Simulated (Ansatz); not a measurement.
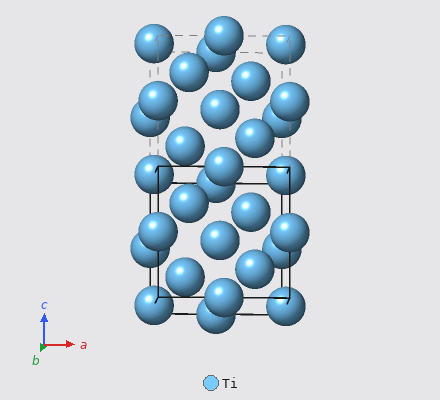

Ti (Fd-3m, No. 227): the end point of a relaxation with DFT r2SCAN, scalar-relativistic, plane waves, PAW in Ansatz; the starting structure was generated, so it need not be a known form of this composition.

```
CELL_PARAMETERS angstrom
5.55073 0.00000 0.00000
0.00000 5.55073 0.00000
0.00000 0.00000 5.55073
ATOMIC_POSITIONS crystal
Ti 0.00000 0.00000 0.50000
Ti 0.25000 0.75000 0.25000
Ti 0.00000 0.50000 0.00000
Ti 0.25000 0.25000 0.75000
Ti 0.50000 0.00000 0.00000
Ti 0.75000 0.75000 0.75000
Ti 0.50000 0.50000 0.50000
Ti 0.75000 0.25000 0.25000
```

What will a Z-contrast image along [211] show? Simulated incoherent Z contrast: every atom adds Z^1.7 spread by a probe of 0.50 Å full width; channelling and multiple scattering are left out. The probe carries 25 % of its weight in a tail 2.5 times as wide. Shot noise was added.

Answer. The columns repeat on a rectangular net of 1.96 × 3.20 Å (plane group p2mm). All columns are alike (Ti). The shortest distance between visible columns is 0.80 Å in projection. Along the beam the structure repeats every 6.80 Å.

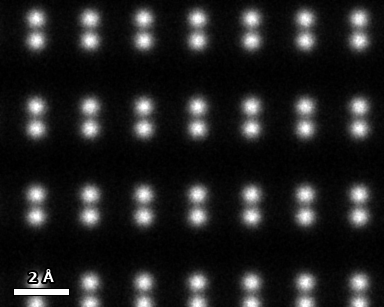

The simulated image.
